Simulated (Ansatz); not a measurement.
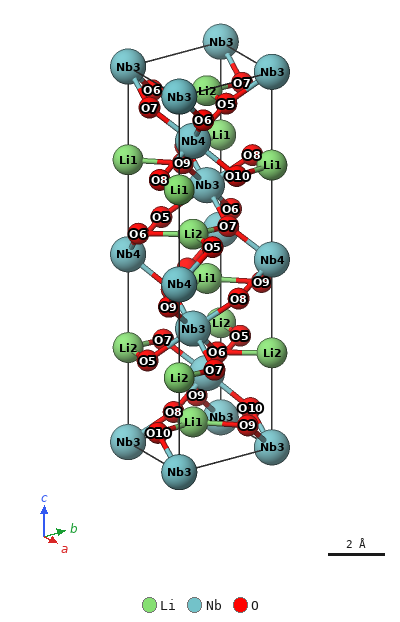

Fig. 1: The input geometry of run 1 (ball-and-stick view of the cell 3 times as large as that of the calculation, set on its symmetry axes, seen slightly off an axis; atoms are numbered from 1 in the order of the input). Near neighbours in the crystal (not all of them lie inside the picture): Li has 3 O at 1.99 Å; Nb has 6 O at 1.98 to 2.01 Å; O has 1 Li at 1.99 Å and 2 Nb at 1.98 to 2.01 Å.

# LiNbO3: one change and its effect

System: LiNbO3 (R3c, 10 atoms in the cell).
Method of run 1: DFT PBE, scalar-relativistic, plane waves, PAW, no spin polarisation (Ansatz 0.2.0).

The structure derives from an entry of the Crystallography Open Database. Text and figures count atoms from 1; the logs count them from 0 in places.

## Input file, run 1
```yaml
crystal:
  lattice:
    - [2.6115578418, 1.507783623, 4.5982666595]
    - [-2.6115578418, 1.507783623, 4.5982666595]
    - [0.0, -3.0155672459, 4.5982666595]
  atoms:
    - { symbol: Li, position: [0.2476440398, 0.2476440398, 0.2476440398] }
    - { symbol: Li, position: [0.7476440398, 0.7476440398, 0.7476440398] }
    - { symbol: Nb, position: [-0.0006741601, -0.0006741601, -0.0006741601] }
    - { symbol: Nb, position: [0.4993258399, 0.4993258399, 0.4993258399] }
    - { symbol: O, position: [0.1320086926, 0.3712574562, 0.7516706681] }
    - { symbol: O, position: [0.7516706681, 0.1320086926, 0.3712574562] }
    - { symbol: O, position: [0.3712574562, 0.7516706681, 0.1320086926] }
    - { symbol: O, position: [0.8712574562, 0.6320086926, 0.2516706681] }
    - { symbol: O, position: [0.2516706681, 0.8712574562, 0.6320086926] }
    - { symbol: O, position: [0.6320086926, 0.2516706681, 0.8712574562] }
basis:
  ecutwfc: 420
kpoints:
  mp_grid: { grid: [6, 6, 6] }
hamiltonian:
  xc: pbe
scf:
  occupations: { method: gaussian, width: 0.05 }
output:
  forces: true
  stress: true
  eigenvalues: true
```

Command:
```bash
ansatz run input.yaml --threads 2 --pin off --max-ram 5120MiB --backend cpu --events-out ev --progress --plain --runs-dir out
```

Hardware: 2 threads of AMD EPYC (Zen 3), 32 GiB of memory available, shared host.

## Output, shortened to warnings, some set-up lines, iterations and results (run 1)
```
Basis set: ecut = 420 eV, 2133 PW (Γ), exchange–correlation on 80×80×80 points (8 copies of the dense FFT grid, shifted against one another)
Symmetry: 6 space group operations
k-points: 32 of 216 (time reversal used)
Initial density: superposition of atomic densities (neutral atoms: chi_scale 0, normalization atom), corrected by the library's trained network
[...]
SCF iter   1: F=—  HF=-12929.187915 eV  |F-HF|=—  |Δ(HF+E_count)|=         —  Δρ=1.34e-3  dr2=6.87e-4  ethr=1.77e-3  ⟨swp⟩=6.3  Hψ=5743  notcnv=0  defer=4
SCF iter   2: F=—  HF=-12929.188913 eV  |F-HF|=—  |Δ(HF+E_count)|=   9.99e-4  Δρ=7.35e-4  dr2=2.38e-4  ethr=1.01e-6  ⟨swp⟩=2.1  Hψ=2768  notcnv=0  defer=19
SCF iter   3: F=—  HF=-12929.189369 eV  |F-HF|=—  |Δ(HF+E_count)|=   4.56e-4  Δρ=1.38e-4  dr2=2.76e-5  ethr=3.50e-7  ⟨swp⟩=2.0  Hψ=2383  notcnv=0  defer=4
SCF iter   4: F=—  HF=-12929.189365 eV  |F-HF|=—  |Δ(HF+E_count)|=   3.60e-6  Δρ=8.03e-5  dr2=4.96e-6  ethr=4.06e-8  ⟨swp⟩=2.7  Hψ=2262  notcnv=0  defer=4
SCF iter   5: F=—  HF=-12929.189367 eV  |F-HF|=—  |Δ(HF+E_count)|=   2.07e-6  Δρ=4.32e-5  dr2=2.11e-6  ethr=7.30e-9  ⟨swp⟩=2.0  Hψ=2059  notcnv=0  defer=4
SCF iter   6: F=—  HF=-12929.189368 eV  |F-HF|=—  |Δ(HF+E_count)|=   2.45e-7  Δρ=1.04e-5  dr2=1.18e-7  ethr=3.10e-9  ⟨swp⟩=2.1  Hψ=1668  notcnv=0  defer=4
SCF iter   7: F=-12929.189368 eV  HF=-12929.189368 eV  |F-HF|=5.05e-9  |Δ(HF+E_count)|=   1.05e-7  Δρ=3.33e-6  dr2=1.10e-8  ethr=1.47e-10  ⟨swp⟩=7.1  Hψ=4800  notcnv=0
SCF 1 converged in 7 iterations: F = -12929.189368 eV  dr2 = 1.10e-8
SCF converged after 7 iterations
Free energy (F): -12929.189368 eV
Harris-Foulkes:  -12929.189368 eV  (|F-HF|=5.05e-9)
Internal energy: -12929.189368 eV  (E = F + TS)
E sigma→0 (E₀):  -12929.189368 eV
Fermi energy:    8.424133 eV
--- Per-component energies (eV) ---
  E_band       = -539.500562
  E_kinetic    = 1882.502620
  E_local      = -4332.630230  (includes V_loc(G=0)·N_el)
  E_nonlocal   = 448.314083
  E_hartree    = 1466.224813
  E_xc         = -817.030597
  E_vxc        = -1020.424017  (∫ρ·V_xc dr)
  E_paw        = -7133.227315  (= ΣΔE_a)
  E_vpaw       = -449.730156  (= ΣTr[D̂ρ^β])
  E_aug_tail   = 0.014558  (compensation charges beyond the density's cutoff)
  E_ewald      = -4443.357300
  E_smearing   = -0.000000  (= −TS)
  E_closure    = 0.000000  (closes the sum)
  Σ components = -12929.189368   (vs F -12929.189368, Δ=0.00e0)
--- Forces (eV/Å), atoms counted from 1 ---
  atom   1  Li     0.00000000    -0.00000000    -0.03701966
  atom   2  Li    -0.00000000    -0.00000000    -0.03701966
  atom   3  Nb    -0.00000000    -0.00000000    -0.13943864
  atom   4  Nb     0.00000000    -0.00000000    -0.13943864
  atom   5  O     -0.00391515    -0.00117936     0.05882025
  atom   6  O      0.00297893    -0.00280094     0.05882025
  atom   7  O      0.00093621     0.00398030     0.05882025
  atom   8  O      0.00391515    -0.00117936     0.05882025
  atom   9  O     -0.00093621     0.00398030     0.05882025
  atom  10  O     -0.00297893    -0.00280094     0.05882025
  max |Σ_I F_I| component: 4.94e-6 eV/Å
--- Stress (GPa, compression-positive) ---
        0.040640       0.000000       0.000000
        0.000000       0.040640       0.000000
       -0.000000       0.000000       0.089227
  P = ⅓ Tr σ = 0.0568 GPa (0.568 kbar)
```

The input of run 2 differs as follows (lines with − go, lines with + come):
```diff
+  convergence: { dr2_threshold: 1.0e-16 }
+  max_iter: 50
```

What does this change do to the results?

Both reach the same energy, so the change doesn't alter the result. The SCF takes 13 iterations against 7. On the same kind of shared host run 2 took about 1.8 times as long.

## Output, shortened to warnings, some set-up lines, iterations and results (run 2)
```
Basis set: ecut = 420 eV, 2133 PW (Γ), exchange–correlation on 80×80×80 points (8 copies of the dense FFT grid, shifted against one another)
Symmetry: 6 space group operations
k-points: 32 of 216 (time reversal used)
Initial density: superposition of atomic densities (neutral atoms: chi_scale 0, normalization atom), corrected by the library's trained network
[...]
SCF iter   1: F=—  HF=-12929.187915 eV  |F-HF|=—  |Δ(HF+E_count)|=         —  Δρ=1.34e-3  dr2=6.87e-4  ethr=1.77e-3  ⟨swp⟩=6.3  Hψ=5743  notcnv=0  defer=4
SCF iter   2: F=—  HF=-12929.188913 eV  |F-HF|=—  |Δ(HF+E_count)|=   9.99e-4  Δρ=7.35e-4  dr2=2.38e-4  ethr=1.01e-6  ⟨swp⟩=2.1  Hψ=2768  notcnv=0  defer=19
SCF iter   3: F=—  HF=-12929.189369 eV  |F-HF|=—  |Δ(HF+E_count)|=   4.56e-4  Δρ=1.38e-4  dr2=2.76e-5  ethr=3.50e-7  ⟨swp⟩=2.0  Hψ=2383  notcnv=0  defer=4
SCF iter   4: F=—  HF=-12929.189364 eV  |F-HF|=—  |Δ(HF+E_count)|=   4.31e-6  Δρ=8.03e-5  dr2=4.96e-6  ethr=4.06e-8  ⟨swp⟩=2.7  Hψ=2262  notcnv=0  defer=4
SCF iter   5: F=—  HF=-12929.189367 eV  |F-HF|=—  |Δ(HF+E_count)|=   2.78e-6  Δρ=4.32e-5  dr2=2.11e-6  ethr=7.30e-9  ⟨swp⟩=2.0  Hψ=2059  notcnv=0  defer=4
SCF iter   6: F=—  HF=-12929.189368 eV  |F-HF|=—  |Δ(HF+E_count)|=   2.45e-7  Δρ=1.04e-5  dr2=1.18e-7  ethr=3.10e-9  ⟨swp⟩=2.1  Hψ=1666  notcnv=0  defer=4
SCF iter   7: F=—  HF=-12929.189368 eV  |F-HF|=—  |Δ(HF+E_count)|=   1.05e-7  Δρ=3.35e-6  dr2=1.10e-8  ethr=1.74e-10  ⟨swp⟩=2.0  Hψ=1774  notcnv=0  defer=4
SCF iter   8: F=—  HF=-12929.189368 eV  |F-HF|=—  |Δ(HF+E_count)|=   8.20e-9  Δρ=9.66e-7  dr2=1.20e-9  ethr=1.62e-11  ⟨swp⟩=2.0  Hψ=1785  notcnv=0  defer=4
SCF iter   9: F=—  HF=-12929.189368 eV  |F-HF|=—  |Δ(HF+E_count)|=  1.09e-11  Δρ=2.03e-7  dr2=6.39e-11  ethr=1.77e-12  ⟨swp⟩=2.1  Hψ=1757  notcnv=0  defer=4
SCF iter  10: F=—  HF=-12929.189368 eV  |F-HF|=—  |Δ(HF+E_count)|=  1.27e-11  Δρ=1.49e-8  dr2=3.07e-13  ethr=9.40e-14 (applied; sched 1.00e-12)  ⟨swp⟩=2.8  Hψ=2480  notcnv=0  …
SCF iter  11: F=—  HF=-12929.189368 eV  |F-HF|=—  |Δ(HF+E_count)|=  1.82e-12  Δρ=4.17e-9  dr2=2.47e-14  ethr=4.51e-16 (applied; sched 1.00e-12)  ⟨swp⟩=2.0  Hψ=2306  notcnv=0  …
SCF iter  12: F=—  HF=-12929.189368 eV  |F-HF|=—  |Δ(HF+E_count)|=    0.00e0  Δρ=1.12e-9  dr2=1.13e-15  ethr=3.63e-17 (applied; sched 1.00e-12)  ⟨swp⟩=2.0  Hψ=2317  notcnv=0  …
SCF iter  13: F=-12929.189368 eV  HF=-12929.189368 eV  |F-HF|=1.82e-12  |Δ(HF+E_count)|=  5.46e-12  Δρ=1.77e-10  dr2=3.00e-17  ethr=1.00e-12  ⟨swp⟩=5.0  Hψ=3180  notcnv=0
SCF 1 converged in 13 iterations: F = -12929.189368 eV  dr2 = 3.00e-17
SCF converged after 13 iterations
Free energy (F): -12929.189368 eV
Harris-Foulkes:  -12929.189368 eV  (|F-HF|=1.82e-12)
Internal energy: -12929.189368 eV  (E = F + TS)
E sigma→0 (E₀):  -12929.189368 eV
Fermi energy:    8.424109 eV
--- Per-component energies (eV) ---
  E_band       = -539.501852
  E_kinetic    = 1882.503404
  E_local      = -4332.632986  (includes V_loc(G=0)·N_el)
  E_nonlocal   = 448.314695
  E_hartree    = 1466.226561
  E_xc         = -817.030690
  E_vxc        = -1020.424131  (∫ρ·V_xc dr)
  E_paw        = -7133.227611  (= ΣΔE_a)
  E_vpaw       = -449.730515  (= ΣTr[D̂ρ^β])
  E_aug_tail   = 0.014558  (compensation charges beyond the density's cutoff)
  E_ewald      = -4443.357300
  E_smearing   = -0.000000  (= −TS)
  E_closure    = -0.000000  (closes the sum)
  Σ components = -12929.189368   (vs F -12929.189368, Δ=0.00e0)
--- Forces (eV/Å), atoms counted from 1 ---
  atom   1  Li     0.00000000    -0.00000000    -0.03702170
  atom   2  Li    -0.00000000    -0.00000000    -0.03702170
  atom   3  Nb    -0.00000000    -0.00000000    -0.13944211
  atom   4  Nb     0.00000000    -0.00000000    -0.13944211
  atom   5  O     -0.00390204    -0.00117814     0.05882126
  atom   6  O      0.00297132    -0.00279020     0.05882126
  atom   7  O      0.00093073     0.00396833     0.05882126
  atom   8  O      0.00390204    -0.00117814     0.05882126
  atom   9  O     -0.00093073     0.00396833     0.05882126
  atom  10  O     -0.00297132    -0.00279020     0.05882126
  max |Σ_I F_I| component: 2.95e-8 eV/Å
--- Stress (GPa, compression-positive) ---
        0.040470       0.000000       0.000000
       -0.000000       0.040470       0.000000
        0.000000       0.000000       0.089050
  P = ⅓ Tr σ = 0.0567 GPa (0.567 kbar)
```

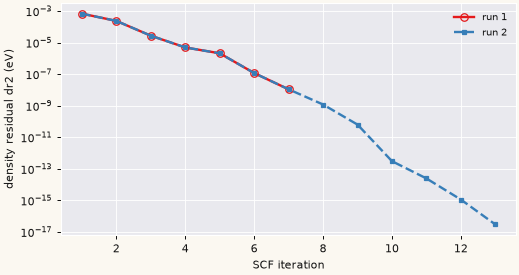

Fig. 2: Convergence of the two runs: density residual dr2 against the SCF iteration. Run 1 takes 7 iterations in all, and run 2 takes 13.

## The two runs side by side

```tsv
quantity	run 1	run 2
outcome	converged	converged
free energy per atom (eV)	−1292.9189	−1292.9189
gap on the mesh (eV)	2.53	2.53
pressure (GPa)	0.06	0.06
largest force (eV/Å)	0.139	0.139
SCF iterations	7	13
irreducible k-points	32	32
plane waves at Γ	2133	2133
wall time (shared host)	7 s	13 s
```

For run 2: This input holds a deliberate fault: an extremely tight threshold (`scf.convergence.dr2_threshold`). The threshold was met all the same, at the cost of more iterations.
